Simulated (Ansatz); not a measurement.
Tb

```cif
data_structure
_symmetry_space_group_name_H-M 'P 1'
_symmetry_Int_Tables_number 1
_cell_length_a 3.6010
_cell_length_b 3.6010
_cell_length_c 5.6936
_cell_angle_alpha 90.000
_cell_angle_beta 90.000
_cell_angle_gamma 120.000
_cell_volume 63.94
loop_
_atom_site_label
_atom_site_type_symbol
_atom_site_fract_x
_atom_site_fract_y
_atom_site_fract_z
_atom_site_occupancy
Tb1 Tb 0.66667 0.33333 0.75000 1
Tb2 Tb 0.33333 0.66667 0.25000 1
```

Space group P6₃/mmc; the SCF solution may not be the lowest one; no Hubbard U on the f states and no spin–orbit coupling; spin-polarised.

Theory: Kohn-Sham DFT of a periodic cell, PBE, Ansatz PAW in Ansatz.

In a PAW calculation such maps are meaningful between the atoms, not at the nuclei.

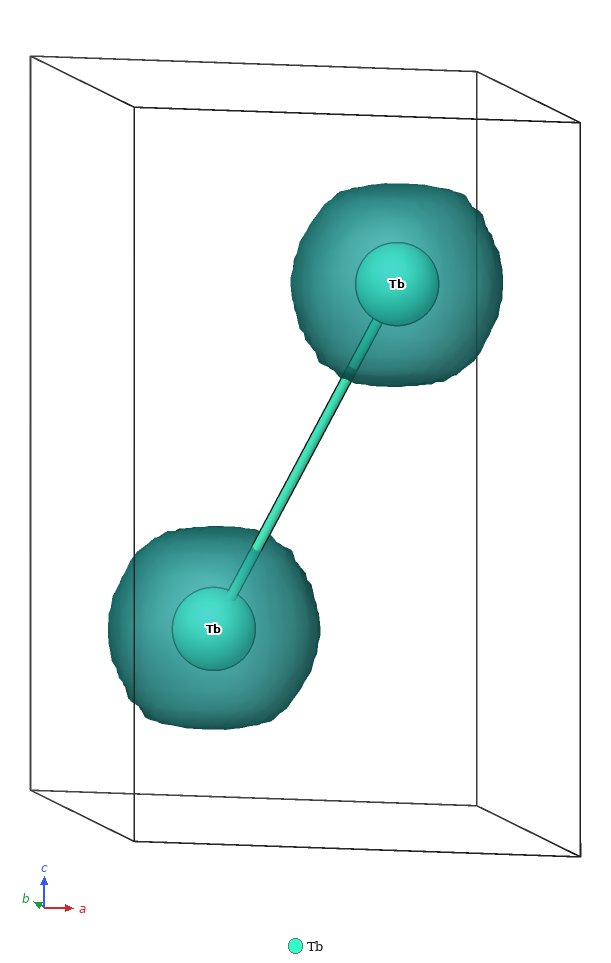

Figure 1. Isosurfaces of the spin density (up minus down) at +0.3 (teal) and −0.3 e/Å³ (pink), seen slightly off an axis. Sticks mark near contacts.

Q: Which atoms carry the moments, and with what signs?

A: The spin density sits on Tb: +5.9 μB (×2) in one cell of 2 atoms: parallel moments (a ferromagnetic arrangement) in this solution. The cell of the calculation (2 atoms) carries 12.0 μB of net spin moment. Only one sign reaches the isovalue.

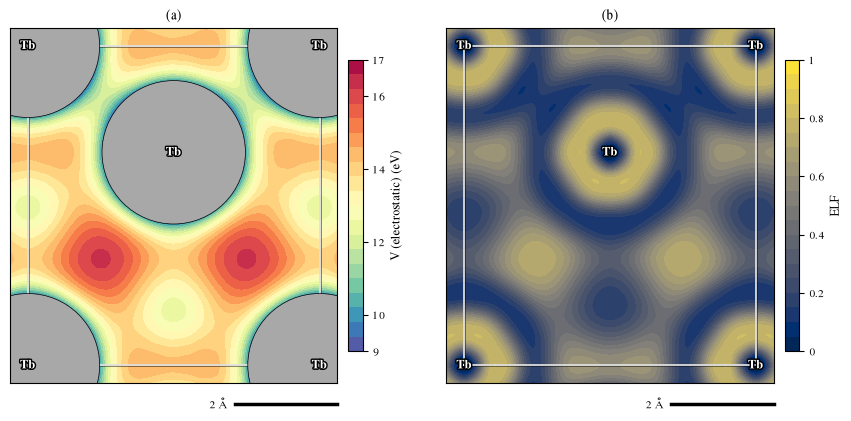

Figure 2. (a) electrostatic potential (local pseudopotential plus Hartree) felt by an electron; (b) electron localisation function on the (110) plane of the conventional cell. Grey discs cover the atomic cores in the potential map.

Q: What do the fields say about this system?

A:
- The plane passes through Tb nuclei.
- Tb–Tb (3.53 Å): the ELF is about 0.15 at the midpoint; no shared electron pair shows on this line.
- The ELF has a maximum of about 0.75 in the space between the atoms, 2.5 Å from six Tb atoms, on no atom or two-centre bond.
- The features right at Tb lie inside the PAW spheres, where the map follows smoothed inner orbitals and isn't to be read closely.
- Outside the cores the potential energy rises away from the atoms and is highest about 2.5 Å from the nearest atoms; its zero is arbitrary.

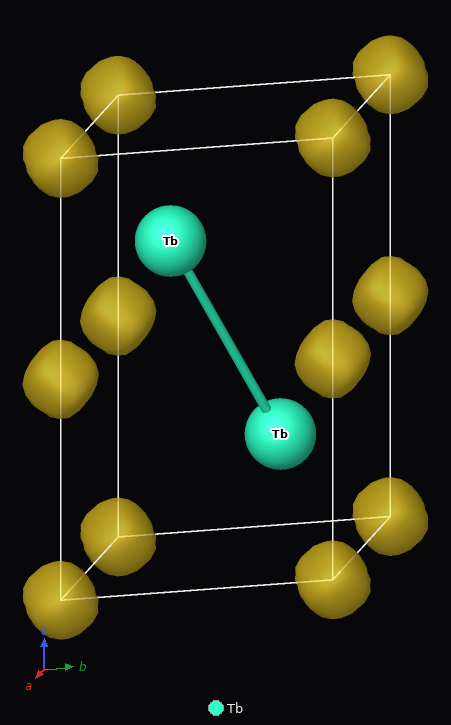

Figure 3. Isosurface of the electron localisation function at 0.65 (yellow), seen slightly off an axis. Core shells and regions of very low density are left out. Sticks mark near contacts.

Q: What do the ELF domains correspond to?

A: The ELF exceeds this value in two pockets between the atoms, centred on no nucleus (multi-centre or interstitial), counted in one cell of 2 atoms. Any copies at cell faces, edges or corners count once. There are no localised bonds or lone pairs at this value.


 Tb–Tb (3.60 Å): the ELF is about 0.15 at the midpoint (no localised pair shows between them).
